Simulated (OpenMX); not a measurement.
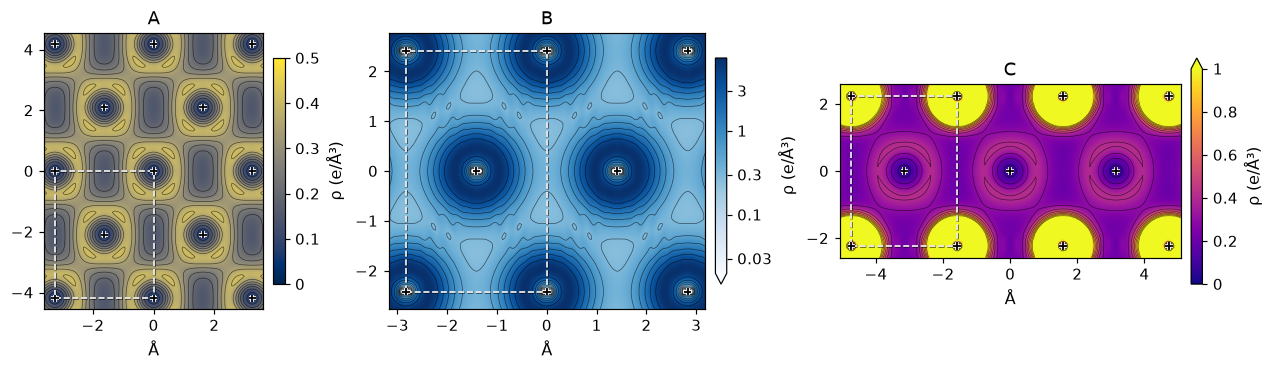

The valence electron density of 3 systems, each on a plane through atoms (crosses mark nuclei in the plane).

Computed with OpenMX 3.8.5, Kohn-Sham DFT of a periodic cell, PBE, OpenMX 2013 PBE set.

System 1: Si, the (101) plane of the conventional cell. Space group I4/mmm; a structure from a database of computed crystals, not necessarily the ambient phase; computed pressure about 4 GPa in this cell.

```cif
data_structure
_symmetry_space_group_name_H-M 'P 1'
_symmetry_Int_Tables_number 1
_cell_length_a 3.2538
_cell_length_b 3.2538
_cell_length_c 2.6407
_cell_angle_alpha 90.000
_cell_angle_beta 90.000
_cell_angle_gamma 90.000
_cell_volume 27.96
loop_
_atom_site_label
_atom_site_type_symbol
_atom_site_fract_x
_atom_site_fract_y
_atom_site_fract_z
_atom_site_occupancy
Si1 Si 0.00000 0.00000 0.00000 1
Si2 Si 0.50000 0.50000 0.50000 1
```

System 2: Pt, the (011̄) plane of the conventional cell. Space group I4/mmm.

```
Pt
1.0
     2.00012   -2.00012    0.00000
     2.00012    2.00012    0.00000
     0.00000    0.00000    3.92180
Pt
2
Direct
  0.00000 0.00000 0.00000
  0.50000 0.50000 0.50000
```

System 3: NbSi, the (011̄) plane of the conventional cell. Space group Pm-3m; a generated structure, not necessarily the stable one.

```
Nb Si
1.0
     3.15644    0.00000    0.00000
     0.00000    3.15644    0.00000
     0.00000    0.00000    3.15644
Nb Si
1 1
Cartesian
  0.0000 0.0000 0.0000
  1.5782 1.5782 1.5782
```

Which map belongs to which system?

Answer. Panel A is system 1, Si: the plane holds Si. Si–Si (2.65 Å): ρ at the midpoint is about 0.32 e/Å³. Panel B is system 2, Pt: the plane holds Pt. Pt–Pt (2.80 Å): ρ at the midpoint is about 0.37 e/Å³. Panel C is system 3, NbSi: the plane holds Nb and Si. Nb–Si (2.73 Å): ρ at the midpoint is about 0.3 e/Å³.
